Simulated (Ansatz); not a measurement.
**Band-structure calculation, with input and output: MgO**

The run: band-structure calculation of MgO (2 atoms in the cell). Method and program: DFT, LDA, plane waves, PAW, no spin polarisation (Ansatz 0.2.0).

The structure was built on a prototype by a generator. The geometry comes from this level: r2SCAN. Figures and captions count atoms from 1; the log counts them from 0 in places.

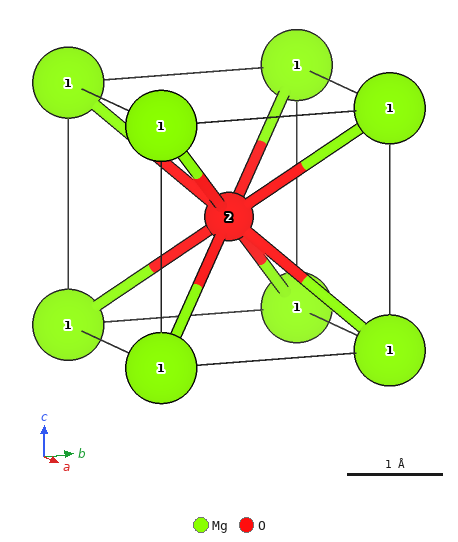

The structure (ball-and-stick view of the cell of the calculation, seen slightly off an axis; atoms are numbered from 1 in the order of the input). Near neighbours in the crystal (not all of them lie inside the picture): Mg has 8 O at 2.27 Å; O has 8 Mg at 2.27 Å.

The input:
```yaml
crystal:
  lattice:
    - [2.6233490555, 0.0, 0.0]
    - [0.0, 2.6233490555, 0.0]
    - [0.0, 0.0, 2.6233490555]
  atoms:
    - { symbol: Mg, position: [0.0, 0.0, 0.0] }
    - { symbol: O, position: [0.5, 0.5, 0.5] }
kpoints:
  mp_grid: { grid: [10, 10, 10] }
  band_path:
    path:
      - [0.0, 0.0, 0.0]
      - [0.0, 0.5, 0.0]
      - [0.5, 0.5, 0.0]
      - [0.5, 0.5, 0.5]
      - [0.0, 0.5, 0.5]
    npoints: 1
hamiltonian:
  xc: lda
scf:
  occupations: { method: fixed }
  n_extra_bands: 4
output:
  forces: true
  stress: true
  eigenvalues: true
  write_density: true
  write_potential: true
  elf: true
  volumetric_format: npy
```

Hardware: 4 threads of Arm Neoverse N1, 98 GiB of memory available, shared host.

Run as:
```bash
ansatz run input.yaml --threads 4 --pin off --max-ram 7372MiB --backend cpu --events-out ev --progress --plain --runs-dir out
```

What the program printed:
```
scf.n_extra_bands = 4 over 8 filled bands (N_el = 16.0): the run solves 12 bands
Engine: ansatz 0.2.0, aarch64-unknown-linux-gnu
Pseudopotentials: kind: paw
Pseudopotential: Mg, paw, valence charge 10, recommended cutoff 420 eV (normal), Mg.paw.azcp
Pseudopotential: O, paw, valence charge 6, recommended cutoff 420 eV (normal), O.paw.azcp
Functional definition: SPW92
  exchange = slater_x
  correlation = pw_c
Crystal: 2 atoms, lattice volume = 18.054 Å³
Basis set: ecut = 420 eV, 365 PW (Γ)
Bands: 12, of which v1, the nominal top of the filled ones, is band 8 counted from 1 (7 counted from 0)
Symmetry: 48 space group operations
Space group: Pm-3m (ITA 221), of the structure as read, at distance tolerance 2.6e-5 Å
k-points: 56 of 1000
Non-local potential: Mg, projectors of the file, l = 0: 3, l = 1: 2, l = 2: 1
Non-local potential: O, projectors of the file, l = 0: 2, l = 1: 2, l = 2: 1
PAW form: soft (Blöchl's): semilocal exchange-correlation on the pseudo side does not see the compensation charge
PAW frozen core: Mg, regenerated for the run's functional, and the local potential with it (the file was generated under x = pbe(κ = 0.804, μ = 0.2195149727645171), c = pbe(β = 0.06672455060314922))
PAW frozen core: O, regenerated for the run's functional, and the local potential with it (the file was generated under x = pbe(κ = 0.804, μ = 0.2195149727645171), c = pbe(β = 0.06672455060314922))
PAW one-centre angular grid: Mg, 110 points (default); XC on 64 Gauss nodes
PAW one-centre angular grid: O, 110 points (default); XC on 64 Gauss nodes
Initial density: superposition of atomic densities (neutral atoms: chi_scale 0, normalization atom), corrected by the library's trained network
Initial wavefunctions: pseudopotential atomic-orbital guess
Functional: x = slater, c = lda
SCF iter   1: F=—  HF=-2458.564346 eV  |F-HF|=—  |Δ(HF+E_count)|=         —  Δρ=1.83e-2  dr2=5.06e-2  ethr=1.77e-3  ⟨swp⟩=4.3  Hψ=3555  notcnv=0  defer=72
preconditioner: auto → none  [insulator: Δε(μ)=2.396 eV  Ē_g=17.371 eV  n_scr=6 (ndim 8)  ℏωp=24.7 eV  f_vac=0.000  ε∞_Penn≈3.0]
SCF iter   2: F=—  HF=-2458.548403 eV  |F-HF|=—  |Δ(HF+E_count)|=   1.59e-2  Δρ=9.72e-3  dr2=9.39e-3  ethr=3.16e-4  ⟨swp⟩=2.3  Hψ=1396  notcnv=0  defer=97
SCF iter   3: F=—  HF=-2458.545132 eV  |F-HF|=—  |Δ(HF+E_count)|=   3.27e-3  Δρ=2.12e-3  dr2=5.08e-4  ethr=5.87e-5  ⟨swp⟩=2.2  Hψ=996  notcnv=0  defer=101
SCF iter   4: F=—  HF=-2458.544882 eV  |F-HF|=—  |Δ(HF+E_count)|=   2.51e-4  Δρ=4.60e-4  dr2=1.61e-5  ethr=3.17e-6  ⟨swp⟩=2.2  Hψ=1186  notcnv=0  defer=85
SCF iter   5: F=—  HF=-2458.544877 eV  |F-HF|=—  |Δ(HF+E_count)|=   4.39e-6  Δρ=5.67e-5  dr2=3.86e-7  ethr=1.00e-7  ⟨swp⟩=2.0  Hψ=899  notcnv=0
SCF iter   6: F=-2458.544877 eV  HF=-2458.544877 eV  |F-HF|=5.12e-10  |Δ(HF+E_count)|=   2.09e-7  Δρ=3.24e-6  dr2=1.17e-9  ethr=6.25e-10  ⟨swp⟩=9.1  Hψ=4577  notcnv=0
SCF 1 converged in 6 iterations: F = -2458.544877 eV  dr2 = 1.17e-9
  greatest PAW one-centre occupation: 1.000 electrons in one spin orbital (limit 2), on the Mg atom at site 0 (counted from 0), in its partial waves of l = 1
NSCF: frozen V_eff on 5 k-points
SCF converged after 6 iterations
Free energy (F): -2458.544877 eV
Harris-Foulkes:  -2458.544877 eV  (|F-HF|=5.12e-10)
Internal energy: -2458.544877 eV  (E = F + TS)
E sigma→0 (E₀):  -2458.544877 eV
Fermi energy:    9.872930 eV
--- Per-component energies (eV) ---
  E_band       = -288.921802
  E_kinetic    = 254.232827
  E_local      = -1537.456153  (includes V_loc(G=0)·N_el)
  E_nonlocal   = 145.587994
  E_hartree    = 523.716588
  E_xc         = -103.592528
  E_vxc        = -133.693962  (∫ρ·V_xc dr)
  E_paw        = -418.139368  (= ΣΔE_a)
  E_vpaw       = -65.028390  (= ΣTr[D̂ρ^β])
  E_aug_tail   = 0.002494  (compensation charges beyond the density's cutoff)
  E_ewald      = -1323.144133
  E_core_change = 0.247401  (= ΣΔE_core)
  E_smearing   = -0.000000  (= −TS)
  E_closure    = 0.000000  (closes the sum)
  Σ components = -2458.544877   (vs F -2458.544877, Δ=0.00e0)
--- Forces (eV/Å), atoms counted from 1 ---
  atom   1  Mg    -0.00000000     0.00000000     0.00000000
  atom   2  O      0.00000000    -0.00000000     0.00000000
  max |Σ_I F_I| component: 2.81e-29 eV/Å
--- Stress (GPa, compression-positive) ---
       -4.411551      -0.000000       0.000000
        0.000000      -4.411551       0.000000
       -0.000000       0.000000      -4.411551
  P = ⅓ Tr σ = -4.4116 GPa (-44.116 kbar)
--- Band table (eV; the first three rows and the last of 56) ---
  k-point 0: bands = ["-64.0391", "-31.4007", "-31.4007", "-31.4007", "-8.4693", "8.8437", "8.8437", "8.8437", "12.4478", "20.1342", "20.1342", "30.0075"]
  k-point 1: bands = ["-64.0376", "-31.4145", "-31.3994", "-31.3994", "-8.3629", "7.9854", "8.8852", "8.8852", "13.0588", "20.3423", "20.3591", "29.8385"]
  k-point 2: bands = ["-64.0339", "-31.4505", "-31.3962", "-31.3962", "-8.0679", "6.3554", "8.9959", "8.9959", "14.1380", "20.6490", "20.9619", "29.3374"]
  k-point 55: bands = ["-63.9958", "-31.5018", "-31.5018", "-31.5018", "-5.3555", "6.1688", "6.1688", "6.1688", "17.1873", "17.1873", "17.1873", "26.0185"]
```

File bands.tsv:
```
# k_distance	band_0	band_1	band_2	band_3	band_4	band_5	band_6	band_7	band_8	band_9	band_10	band_11
# fermi_ev = 9.872930
# lock_threshold_ev = 1e-6
# [0, 0, 0] at k_distance = 0.000000
# [0, 0.5, 0] at k_distance = 1.197550
# [0.5, 0.5, 0] at k_distance = 2.395101
# [0.5, 0.5, 0.5] at k_distance = 3.592651
# [0, 0.5, 0.5] at k_distance = 4.790202
# levels_relative_to = fermi_ev
# free_energy_ev = -2458.544877
# largest_residual_norms_ev = 1.775e-4 1.302e-4 2.420e-4 2.532e-4 1.100e-3 3.366e-4 5.480e-4 5.448e-4 8.483e-4 1.046e-3 1.537e-3 9.765e-4
0.000000	-73.911989	-41.273601	-41.273601	-41.273601	-18.342275	-1.029186	-1.029186	-1.029186	2.574828	10.261255	10.261255	20.134599
1.197550	-73.897046	-41.417019	-41.260720	-41.260720	-17.012592	-6.642719	-0.570109	-0.570109	6.996281	9.371478	14.323710	17.325642
2.395101	-73.882640	-41.393789	-41.393789	-41.249211	-16.123448	-4.791768	-4.791768	0.000000	4.774465	12.073072	12.073072	13.293954
3.592651	-73.868726	-41.374721	-41.374721	-41.374721	-15.228438	-3.704096	-3.704096	-3.704096	7.314360	7.314360	7.314360	16.145613
4.790202	-73.882640	-41.393789	-41.393789	-41.249211	-16.123448	-4.791768	-4.791768	0.000000	4.774465	12.073072	12.073072	13.293954
```

File rho_z.tsv:
```
# z_ang	rho[e/angstrom^3]
# format = ansatz-planar-average/11
# lattice	2.623349055	0.000000000	0.000000000
# lattice	0.000000000	2.623349055	0.000000000
# lattice	0.000000000	0.000000000	2.623349055
# sites	2
# site	12	0.000000000	0.000000000	0.000000000
# site	8	1.311674528	1.311674528	1.311674528
0.000000	1.942164e0
0.145742	1.668926e0
0.291483	1.071131e0
0.437225	5.686769e-1
0.582966	3.711084e-1
0.728708	4.141361e-1
0.874450	5.852303e-1
1.020191	8.070851e-1
1.165933	9.895320e-1
1.311675	1.058518e0
1.457416	9.895320e-1
1.603158	8.070851e-1
1.748899	5.852303e-1
1.894641	4.141361e-1
2.040383	3.711084e-1
2.186124	5.686769e-1
2.331866	1.071131e0
2.477607	1.668926e0
```

File v_z.tsv:
```
# z_ang	v_es[eV]	v_tot[eV]
# format = ansatz-planar-average/11
# xc	lda
# density_cutoff_ev	1680
# datasets	Mg=:simpson_from_first_knot:soft:shift=-2528677	O=:simpson_from_first_knot:soft:shift=-566719
# lattice	2.623349055	0.000000000	0.000000000
# lattice	0.000000000	2.623349055	0.000000000
# lattice	0.000000000	0.000000000	2.623349055
# sites	2
# site	12	0.000000000	0.000000000	0.000000000
# site	8	1.311674528	1.311674528	1.311674528
0.000000	-4.471806e0	-1.474202e1
0.145742	-3.474487e0	-1.377522e1
0.291483	-7.777370e-1	-1.116291e1
0.437225	2.720559e0	-7.814844e0
0.582966	5.838714e0	-4.973700e0
0.728708	6.854279e0	-4.422410e0
0.874450	6.174885e0	-5.713359e0
1.020191	5.125174e0	-7.363370e0
1.165933	4.128240e0	-8.781886e0
1.311675	3.733750e0	-9.325633e0
1.457416	4.128240e0	-8.781886e0
1.603158	5.125174e0	-7.363370e0
1.748899	6.174885e0	-5.713359e0
1.894641	6.854279e0	-4.422410e0
2.040383	5.838714e0	-4.973700e0
2.186124	2.720559e0	-7.814844e0
2.331866	-7.777370e-1	-1.116291e1
2.477607	-3.474487e0	-1.377522e1
```

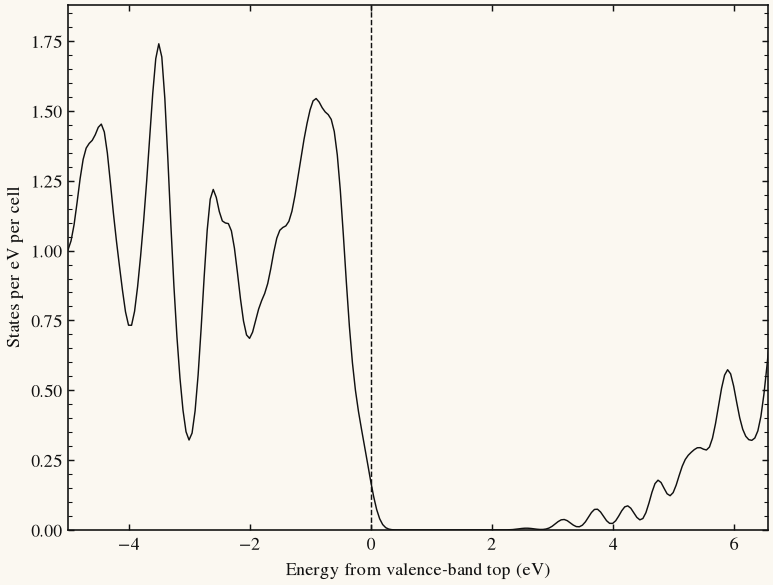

Density of states (the curve is built from the levels of the k mesh with Gaussians 0.3 eV wide, which also blur the band edges), with energies from the valence-band top. There is a gap of 2.57 eV on the k-point mesh. Small ripples come from the finite k-point mesh.

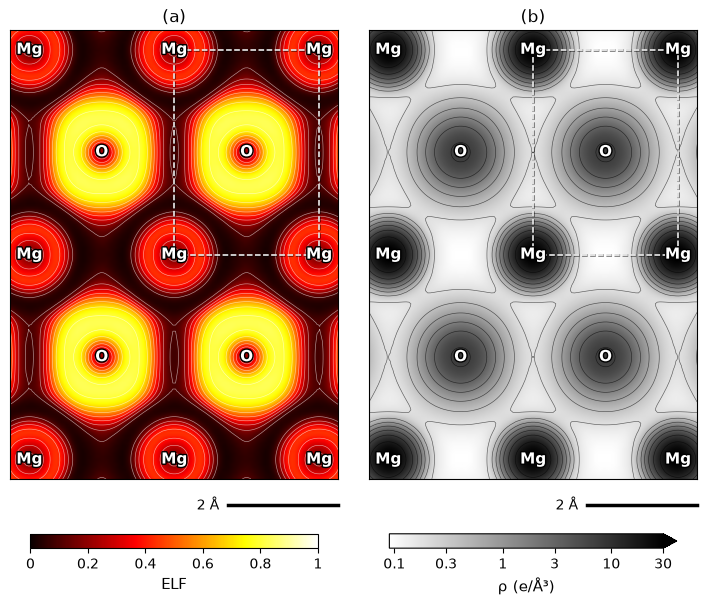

(a) ELF; (b) valence electron density on the (11̄0) plane of the conventional cell. Atoms in the plane: Mg and O. Mg–O (2.27 Å): ρ at the midpoint is about 0.26 e/Å³; the ELF is about 0.35 at the midpoint, which marks two separate closed shells. Away from the nuclei the density in this plane falls to 0.09 e/Å³ at its lowest. In a PAW calculation such maps are meaningful between the atoms, not at the nuclei.

Results in brief:

- outcome: converged
- space group (tolerance 0.01 Å): Pm-3m (221)
- electrons treated: 16
- free energy: −2458.5449 eV
- Fermi energy: 9.873 eV
- gap on the k-point mesh: 2.57 eV
- pressure: −4.41 GPa
- largest force (length of the vector): under 0.001 eV/Å
- wall time: 0.96 s (CPU time 2.1 s)
- peak memory: 0.3 GiB
